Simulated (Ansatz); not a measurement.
# Nudged elastic band, with input and output: Al$_{32}$H (part 1 of 3)

Al$_{32}$H (defect cell, 33 atoms in the cell), computed with DFT PBE, scalar-relativistic, plane waves, PAW, PAW set soft_1, no spin polarisation (Ansatz 0.2.0).

One setting was made poor on purpose. It belongs to a series of runs on one base structure; here: band between the two ends.

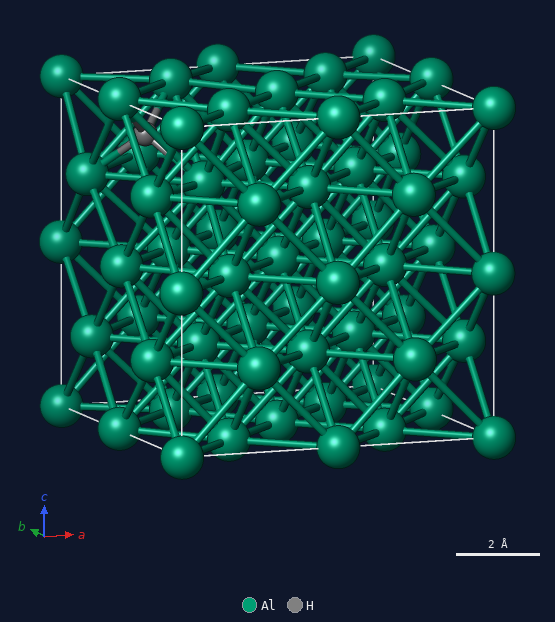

**Figure 1.** The starting structure (ball-and-stick view of the cell of the calculation, seen slightly off an axis). An atom can appear more than once, as a periodic image.

### Input file
```yaml
crystal:
  lattice:
    - [8.1, 0.0, 0.0]
    - [0.0, 8.1, 0.0]
    - [0.0, 0.0, 8.1]
  atoms:
    - { symbol: Al, position: [0.50354511, 0.00355359, -0.00042193] }
    - { symbol: Al, position: [0.74569219, 0.24565022, -0.00032574] }
    - { symbol: Al, position: [0.74825221, 0.00128054, 0.25129561] }
    - { symbol: Al, position: [0.00129061, -0.00067583, -0.00126227] }
    - { symbol: Al, position: [0.24850792, 0.25026858, -0.0012909] }
    - { symbol: Al, position: [0.4993312, 0.50131976, -0.00126287] }
    - { symbol: Al, position: [0.7502771, 0.74848759, -0.00127774] }
    - { symbol: Al, position: [0.24944421, 0.00361589, 0.25362899] }
    - { symbol: Al, position: [0.50128056, 0.24822092, 0.25129697] }
    - { symbol: Al, position: [0.74561175, 0.5004056, 0.25387499] }
    - { symbol: Al, position: [0.50124459, 0.00124613, 0.49853198] }
    - { symbol: Al, position: [0.74829721, 0.2482665, 0.49854613] }
    - { symbol: Al, position: [0.74576949, 0.00370994, 0.75024023] }
    - { symbol: Al, position: [-0.00973754, 0.49033337, 0.00996791] }
    - { symbol: Al, position: [0.25897005, 0.75887805, 0.00942747] }
    - { symbol: Al, position: [0.00037829, 0.24557808, 0.2538678] }
    - { symbol: Al, position: [0.24855871, 0.50129779, 0.24934462] }
    - { symbol: Al, position: [0.50361784, 0.74941691, 0.25363916] }
    - { symbol: Al, position: [0.0004141, 0.00369973, 0.49606105] }
    - { symbol: Al, position: [0.24950758, 0.24572803, 0.49605373] }
    - { symbol: Al, position: [0.50370859, 0.50043886, 0.49604313] }
    - { symbol: Al, position: [0.74576938, 0.74947697, 0.49605361] }
    - { symbol: Al, position: [0.2485949, -0.00067306, 0.75105219] }
    - { symbol: Al, position: [0.50371187, 0.24571739, 0.75023745] }
    - { symbol: Al, position: [0.75033535, 0.50156282, 0.75134224] }
    - { symbol: Al, position: [0.00126278, 0.74853, 0.24934511] }
    - { symbol: Al, position: [0.00149428, 0.5015242, 0.50045646] }
    - { symbol: Al, position: [0.24861656, 0.74858222, 0.50038441] }
    - { symbol: Al, position: [0.00154105, 0.25032477, 0.75134957] }
    - { symbol: Al, position: [0.25931624, 0.49052753, 0.74021166] }
    - { symbol: Al, position: [0.49933422, 0.74856656, 0.75104722] }
    - { symbol: Al, position: [-0.00952787, 0.75920875, 0.74022719] }
    - { symbol: H, position: [0.12449673, 0.62446811, 0.87487219] }
basis:
  ecutwfc: 420.0
kpoints:
  mp_grid: { grid: [2, 2, 2] }
hamiltonian:
  xc: pbe
  pseudopotentials: { kind: paw, azcp: { folder: soft_1 } }
scf:
  occupations: { method: gaussian, width: 0.05 }
  lower_state_search: "off"
  max_iter: 76
neb:
  images: 3
  f_tol: 0.05
  max_iterations: 29
  order_check: false
  max_displacement: 0.5
  optimiser: fire
  final_atoms:
    - { symbol: Al, position: [0.50414899, -0.00414899, 0.00299686] }
    - { symbol: Al, position: [0.75043069, 0.25216239, 0.00167017] }
    - { symbol: Al, position: [0.74865228, -0.00154996, 0.24834139] }
    - { symbol: Al, position: [0.00237432, 0.00019913, 0.00166646] }
    - { symbol: Al, position: [0.25802845, 0.24197155, 0.01213994] }
    - { symbol: Al, position: [0.49980087, 0.49762568, 0.00166646] }
    - { symbol: Al, position: [0.7460303, 0.7539697, 0.00298134] }
    - { symbol: Al, position: [0.24902784, -0.00475395, 0.25169424] }
    - { symbol: Al, position: [0.50475395, 0.25097216, 0.25169424] }
    - { symbol: Al, position: [0.74543587, 0.4988171, 0.25170737] }
    - { symbol: Al, position: [0.501553, -0.001553, 0.50164989] }
    - { symbol: Al, position: [0.74543436, 0.25098149, 0.49829516] }
    - { symbol: Al, position: [0.74603824, -0.00416105, 0.74701328] }
    - { symbol: Al, position: [-0.00784406, 0.50784406, 0.01214451] }
    - { symbol: Al, position: [0.24783761, 0.74956931, 0.00167017] }
    - { symbol: Al, position: [0.00215355, 0.25194504, 0.24824399] }
    - { symbol: Al, position: [0.24805496, 0.49784645, 0.24824399] }
    - { symbol: Al, position: [0.50154996, 0.75134772, 0.24834139] }
    - { symbol: Al, position: [0.00117248, -0.00475315, 0.49830444] }
    - { symbol: Al, position: [0.24805743, 0.25194257, 0.50176251] }
    - { symbol: Al, position: [0.50475315, 0.49882752, 0.49830444] }
    - { symbol: Al, position: [0.74865761, 0.75134239, 0.50166379] }
    - { symbol: Al, position: [0.24783558, 0.00020825, 0.74833022] }
    - { symbol: Al, position: [0.49979175, 0.25216442, 0.74833022] }
    - { symbol: Al, position: [0.75042437, 0.49762936, 0.74833918] }
    - { symbol: Al, position: [0.0011829, 0.75456413, 0.25170737] }
    - { symbol: Al, position: [0.0021588, 0.4978412, 0.50175119] }
    - { symbol: Al, position: [0.24901851, 0.75456564, 0.49829516] }
    - { symbol: Al, position: [-0.00784588, 0.24196553, 0.73786244] }
    - { symbol: Al, position: [0.25803447, 0.50784588, 0.73786244] }
    - { symbol: Al, position: [0.50416105, 0.75396176, 0.74701328] }
    - { symbol: Al, position: [0.00237064, 0.74957563, 0.74833918] }
    - { symbol: H, position: [0.12519546, 0.37480454, 0.87499703] }
```

Run on 2 threads of Arm Neoverse V1, 24 GiB of memory available, shared host.

Command:
```bash
ansatz run input.yaml --threads 2 --pin off --max-ram 5120MiB --backend cpu --events-out ev --progress --plain --runs-dir out
```

### The program's output
```
Warning: neb: disabling space-group detection — the band's intermediate images generally break the endpoint symmetry, so no spatial operation reduces the k-mesh or symmetrises the density, except that a semilocal band can use its path's symmetry ahead of convergence; time reversal is kept, so that k and −k are solved as one point where they differ and the mesh holds both, and exact exchange and, on two spinor components, a DFT+U term hold to it where the run has them: on two components no moment then forms, and a state that bears one, which a typed moment (crystal.atoms[].spin; refused beside efield: under a hybrid functional) reaches, can lie lower, under hf by electronvolts; crystal.symmetry.detect: false (a key that needs symmetry detection or time reversal refuses this as the deck is read) with time_reversal: false beside it drops time reversal too
Engine: ansatz 0.2.0, aarch64-unknown-linux-gnu
Pseudopotentials: kind: paw
Pseudopotential: Al, paw, valence charge 3, recommended cutoff 420 eV (normal), [file]
Pseudopotential: H, paw, valence charge 1, recommended cutoff 420 eV (normal), [file]
Functional definition: PBE
  parameter kappa = 0.804
  parameter beta = 0.06672455060314922
  exchange = pbe_x(kappa = kappa, mu = beta*pi^2/3)
  correlation = pbe_c(beta = beta)
parallel-image band execution: 2 concurrent image workers
NEB image 0
Crystal: 33 atoms, lattice volume = 531.441 Å³
Basis set: ecut = 420 eV, 10395 PW (Γ), exchange–correlation on 120×120×120 points (8 copies of the dense FFT grid, shifted against one another)
Bands: 82, of which v1, the nominal top of the filled ones, is band 49 counted from 1 (48 counted from 0)
Symmetry: 1 space group operations
k-points: 8
Non-local potential: Al, projectors of the file, l = 0: 2, l = 1: 2, l = 2: 1
Non-local potential: H, projectors of the file, l = 0: 2, l = 1: 1
PAW form: soft (Blöchl's): semilocal exchange-correlation on the pseudo side does not see the compensation charge
PAW one-centre angular grid: Al, 110 points (default); XC on 64 Gauss nodes
PAW one-centre angular grid: H, 110 points (default); XC on 64 Gauss nodes
Initial density: superposition of atomic densities (chi_scale 0.1, normalization cell, long waves kept (reshape's long-wave potential 0.06 eV rms))
Initial wavefunctions: pseudopotential atomic-orbital guess
Functional: x = pbe(κ = 0.804, μ = 0.2195149727645171), c = pbe(β = 0.06672455060314922)
SCF iter   1: F=—  HF=-17216.520306 eV  |F-HF|=—  |Δ(HF+E_count)|=         —  Δρ=2.45e-2  dr2=4.45e0  ethr=3.10e-3  ⟨swp⟩=5.4  Hψ=2824  notcnv=0  defer=20
preconditioner: auto → Kerker (q_TF=auto, 2.055 Å⁻¹)  [metal: Δε(μ)=0.006 eV  Ē_g=6.894 eV  σ=0.050 eV  W_gap=0.07  n_scr=80 (ndim 8)  ℏωp=15.9 eV  f_vac=0.000  D(μ)=34.13/eV (n_scr^D=364)]
SCF iter   2: F=—  HF=-17215.888028 eV  |F-HF|=—  |Δ(HF+E_count)|=   6.32e-1  Δρ=1.54e-2  dr2=1.47e0  ethr=3.10e-3  ⟨swp⟩=1.0  Hψ=760  notcnv=0  defer=32
preconditioner: auto → Resta (q_TF=auto, 2.055 Å⁻¹)  ε∞=6.3  [insulator: Δε(μ)=0.055 eV  Ē_g=6.889 eV  σ=0.050 eV  W_gap=0.51  n_scr=80 (ndim 8)  ℏωp=15.9 eV  f_vac=0.000  D(μ)=34.28/eV (n_scr^D=364)  ε∞_Penn≈6.3]
SCF iter   3: F=—  HF=-17215.280046 eV  |F-HF|=—  |Δ(HF+E_count)|=   6.08e-1  Δρ=3.45e-3  dr2=5.54e-1  ethr=1.51e-3  ⟨swp⟩=2.0  Hψ=532  notcnv=0  defer=138
SCF iter   4: F=—  HF=-17215.220909 eV  |F-HF|=—  |Δ(HF+E_count)|=   5.91e-2  Δρ=8.25e-4  dr2=4.99e-3  ethr=5.71e-4  ⟨swp⟩=1.9  Hψ=606  notcnv=0  defer=179
SCF iter   5: F=—  HF=-17215.219143 eV  |F-HF|=—  |Δ(HF+E_count)|=   1.77e-3  Δρ=2.00e-4  dr2=1.06e-3  ethr=5.15e-6  ⟨swp⟩=2.6  Hψ=981  notcnv=0  defer=180
SCF iter   6: F=—  HF=-17215.218983 eV  |F-HF|=—  |Δ(HF+E_count)|=   1.60e-4  Δρ=8.32e-5  dr2=2.63e-4  ethr=1.09e-6  ⟨swp⟩=2.1  Hψ=679  notcnv=0  defer=180
SCF iter   7: F=—  HF=-17215.218958 eV  |F-HF|=—  |Δ(HF+E_count)|=   2.45e-5  Δρ=4.13e-5  dr2=3.58e-5  ethr=2.71e-7  ⟨swp⟩=2.0  Hψ=620  notcnv=0  defer=180
SCF iter   8: F=—  HF=-17215.218681 eV  |F-HF|=—  |Δ(HF+E_count)|=   2.77e-4  Δρ=6.90e-6  dr2=4.70e-7  ethr=3.69e-8  ⟨swp⟩=2.4  Hψ=747  notcnv=0  defer=180
SCF iter   9: F=—  HF=-17215.218681 eV  |F-HF|=—  |Δ(HF+E_count)|=   1.48e-8  Δρ=2.62e-6  dr2=3.63e-7  ethr=1.03e-10  ⟨swp⟩=4.0  Hψ=1628  notcnv=0
SCF iter  10: F=-17215.218681 eV  HF=-17215.218681 eV  |F-HF|=2.90e-8  |Δ(HF+E_count)|=   3.26e-8  Δρ=9.36e-7  dr2=3.26e-8  ethr=1.03e-10  ⟨swp⟩=2.4  Hψ=1721  notcnv=0
SCF 1 converged in 10 iterations: F = -17215.218681 eV  dr2 = 3.26e-8
  greatest PAW one-centre occupation: 0.457 electrons in one spin orbital (limit 2), on the Al atom at site 13 (counted from 0), in its partial waves of l = 0
NSCF: frozen V_eff on 8 k-points
NEB image 4
SCF iter   1: F=—  HF=-17216.535709 eV  |F-HF|=—  |Δ(HF+E_count)|=         —  Δρ=2.44e-2  dr2=4.10e0  ethr=3.10e-3  ⟨swp⟩=5.5  Hψ=2778  notcnv=0  defer=22
preconditioner: auto → Kerker (q_TF=auto, 2.055 Å⁻¹)  [metal: Δε(μ)=0.010 eV  Ē_g=6.897 eV  σ=0.050 eV  W_gap=0.12  n_scr=80 (ndim 8)  ℏωp=15.9 eV  f_vac=0.000  D(μ)=24.93/eV (n_scr^D=250)]
SCF iter   2: F=—  HF=-17215.910240 eV  |F-HF|=—  |Δ(HF+E_count)|=   6.25e-1  Δρ=1.55e-2  dr2=1.52e0  ethr=3.10e-3  ⟨swp⟩=1.0  Hψ=760  notcnv=0  defer=31
SCF iter   3: F=—  HF=-17215.232217 eV  |F-HF|=—  |Δ(HF+E_count)|=   6.78e-1  Δρ=1.67e-3  dr2=1.74e-2  ethr=1.57e-3  ⟨swp⟩=2.5  Hψ=752  notcnv=0  defer=133
SCF iter   4: F=—  HF=-17215.224391 eV  |F-HF|=—  |Δ(HF+E_count)|=   7.83e-3  Δρ=2.47e-4  dr2=7.01e-4  ethr=1.79e-5  ⟨swp⟩=2.2  Hψ=800  notcnv=0  defer=180
SCF iter   5: F=—  HF=-17215.224191 eV  |F-HF|=—  |Δ(HF+E_count)|=   2.00e-4  Δρ=3.90e-5  dr2=1.51e-5  ethr=7.22e-7  ⟨swp⟩=3.0  Hψ=880  notcnv=0  defer=180
SCF iter   6: F=—  HF=-17215.223925 eV  |F-HF|=—  |Δ(HF+E_count)|=   2.66e-4  Δρ=7.33e-6  dr2=6.55e-7  ethr=1.56e-8  ⟨swp⟩=2.1  Hψ=990  notcnv=0  defer=180
SCF iter   7: F=-17215.223924 eV  HF=-17215.223924 eV  |F-HF|=1.43e-8  |Δ(HF+E_count)|=   8.98e-8  Δρ=1.48e-6  dr2=2.37e-8  ethr=1.03e-10  ⟨swp⟩=4.0  Hψ=1572  notcnv=0
SCF 2 converged in 7 iterations: F = -17215.223924 eV  dr2 = 2.37e-8
  greatest PAW one-centre occupation: 0.456 electrons in one spin orbital (limit 2), on the Al atom at site 13 (counted from 0), in its partial waves of l = 0
NSCF: frozen V_eff on 8 k-points
NEB end point (image 0): max|allowed force component| = 1.454e-2 eV/Å (the criterion of neb.relax_end_points is 1.000e-2)
NEB end point (image 4): max|allowed force component| = 1.824e-2 eV/Å (the criterion of neb.relax_end_points is 1.000e-2)
NEB image 1
SCF iter   1: F=—  HF=-17216.251519 eV  |F-HF|=—  |Δ(HF+E_count)|=         —  Δρ=2.53e-2  dr2=4.42e0  ethr=3.10e-3  ⟨swp⟩=5.8  Hψ=2807  notcnv=0  defer=9
preconditioner: auto → Kerker (q_TF=auto, 2.055 Å⁻¹)  [metal: Δε(μ)=0.010 eV  Ē_g=6.896 eV  σ=0.050 eV  W_gap=0.11  n_scr=80 (ndim 8)  ℏωp=15.9 eV  f_vac=0.000  D(μ)=35.49/eV (n_scr^D=388)]
SCF iter   2: F=—  HF=-17215.581348 eV  |F-HF|=—  |Δ(HF+E_count)|=   6.70e-1  Δρ=1.57e-2  dr2=1.51e0  ethr=3.10e-3  ⟨swp⟩=1.1  Hψ=761  notcnv=0  defer=26
SCF iter   3: F=—  HF=-17214.912338 eV  |F-HF|=—  |Δ(HF+E_count)|=   6.69e-1  Δρ=2.22e-3  dr2=3.43e-2  ethr=1.56e-3  ⟨swp⟩=2.0  Hψ=908  notcnv=0  defer=136
[...]
  greatest PAW one-centre occupation: 0.461 electrons in one spin orbital (limit 2), on the Al atom at site 31 (counted from 0), in its partial waves of l = 0
NEB image 2
preconditioner: auto → Kerker (q_TF=auto, 2.055 Å⁻¹)  [metal: Δε(μ)=0.005 eV  Ē_g=6.898 eV  σ=0.050 eV  W_gap=0.06  n_scr=80 (ndim 8)  ℏωp=15.9 eV  f_vac=0.000  D(μ)=34.65/eV (n_scr^D=364)]
  greatest PAW one-centre occupation: 0.462 electrons in one spin orbital (limit 2), on the Al atom at site 28 (counted from 0), in its partial waves of l = 0
NEB image 3
preconditioner: auto → Kerker (q_TF=auto, 2.055 Å⁻¹)  [metal: Δε(μ)=0.008 eV  Ē_g=6.898 eV  σ=0.050 eV  W_gap=0.09  n_scr=80 (ndim 8)  ℏωp=15.9 eV  f_vac=0.000  D(μ)=29.33/eV (n_scr^D=256)]
  greatest PAW one-centre occupation: 0.461 electrons in one spin orbital (limit 2), on the Al atom at site 4 (counted from 0), in its partial waves of l = 0
NEB iter   1: max|band force component| = 1.463e0 eV/Å  barrier→ = 0.6956 eV  barrier← = 0.7008 eV  Δτ_max = 0.0294 Å  (40 SCF iters)
NEB image 1
Initial density: handed on by an earlier stage of this run
Initial wavefunctions: those handed on with the density
preconditioner: auto → Kerker (q_TF=auto, 2.055 Å⁻¹)  [metal: Δε(μ)=0.011 eV  Ē_g=6.878 eV  σ=0.050 eV  W_gap=0.12  n_scr=80 (ndim 8)  ℏωp=15.9 eV  f_vac=0.000  D(μ)=38.56/eV (n_scr^D=436)]
NEB image 2
preconditioner: auto → Kerker (q_TF=auto, 2.055 Å⁻¹)  [metal: Δε(μ)=0.005 eV  Ē_g=6.875 eV  σ=0.050 eV  W_gap=0.05  n_scr=80 (ndim 8)  ℏωp=15.9 eV  f_vac=0.000  D(μ)=34.64/eV (n_scr^D=364)]
NEB image 3
preconditioner: auto → Resta (q_TF=auto, 2.055 Å⁻¹)  ε∞=6.3  [insulator: Δε(μ)=0.058 eV  Ē_g=6.879 eV  σ=0.050 eV  W_gap=0.59  n_scr=80 (ndim 8)  ℏωp=15.9 eV  f_vac=0.000  D(μ)=24.72/eV (n_scr^D=202)  ε∞_Penn≈6.3]
NEB iter   2: max|band force component| = 1.167e0 eV/Å  barrier→ = 0.5863 eV  barrier← = 0.5915 eV  Δτ_max = 0.0527 Å  (16 SCF iters)
[... from here on the SCF iterations and repeated set-up lines of each step are left out, up to the last step ...]
NEB image 1
NEB image 2
```
